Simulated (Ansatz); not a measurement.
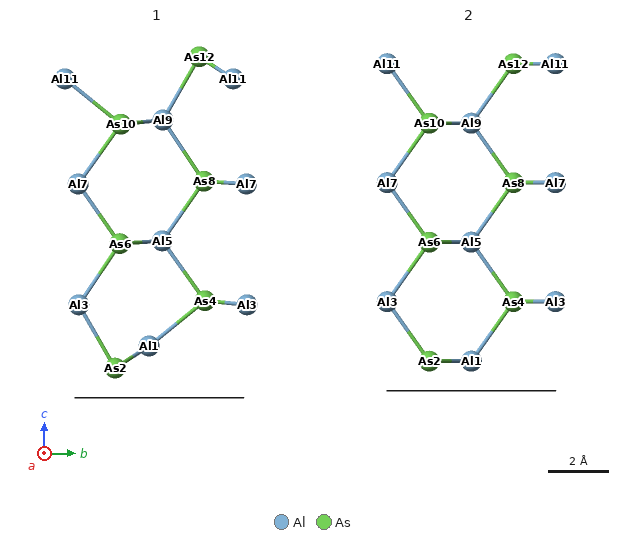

Two geometries of a slab of composition AlAs (cut from the F-43m phase), drawn at one scale. One is the start of a relaxation, the other its converged end. A ball-and-stick model of the 2 × 1 repeat of the cell, outlined in the plane, without the vacuum, seen along the a axis.

These are results of DFT PBEsol, scalar-relativistic, plane waves, PAW (Ansatz 0.2.0), not measurements. Set-up: plane-wave cutoff 420 eV; k-point mesh 7 × 5 × 1; occupations gaussian; smearing width 0.05 eV; no spin polarisation; dipole correction; atoms relaxed in a fixed cell; force threshold 0.02 eV/Å; at most 60 steps.

Which of the two is the end point?

Structure 1 is the relaxed one. Case: (1 1 0) slab, atoms relaxed. The slab is the (1 1 0) face of AlAs. Over 5 geometry steps the energy falls by 1.438 eV per cell of the calculation. Largest force component: 1.4 eV/Å at the start, 0.0056 eV/Å at the end. The largest moves relative to the layer's centre, 0.62 Å, are those of Al1 and Al11. Al1 goes at 34° to the normal (+c side). By element the largest moves are Al 0.62 Å, As 0.25 Å. The cell doesn't change. Among the contacts that change: Al1–As4 2.457 → 2.425 Å, Al11–As12 2.457 → 2.427 Å, Al3–As6 2.457 → 2.484 Å, Al5–As6 2.457 → 2.468 Å. Among the angles between lasting bonds that change: Al1–As2–Al3 109.5° → 88.2°, Al1–As4–Al5 109.5° → 93.6°, As2–Al1–As4 109.5° → 124.0°. The run took of the order of 5 core-minutes on a shared host.
